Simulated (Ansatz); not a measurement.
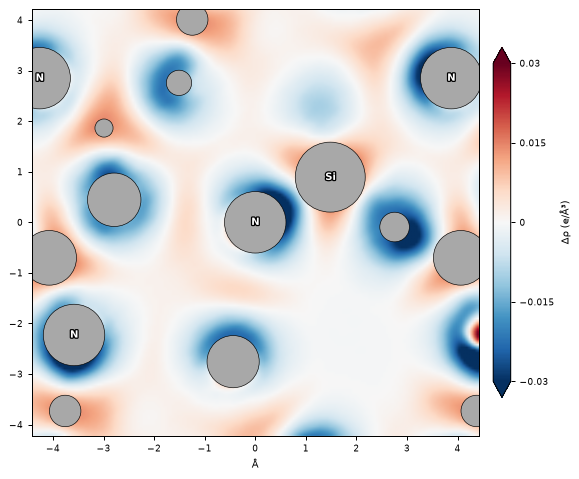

Si3N4. Difference of the valence pseudo-densities of two functionals at the same geometry, on the (111) plane of the calculation cell: PBE less r2SCAN.

Both computed with Ansatz (plane waves, PAW), on the same k-point mesh. Grey discs cover the atomic cores.

Where does the change of functional move the electrons?

Against r2SCAN, PBE gives less density around N (−0.014 e/Å³ on average at 0.8 Å from the nucleus) and a change of −0.021 e/Å³ at the midpoint of Si–N.
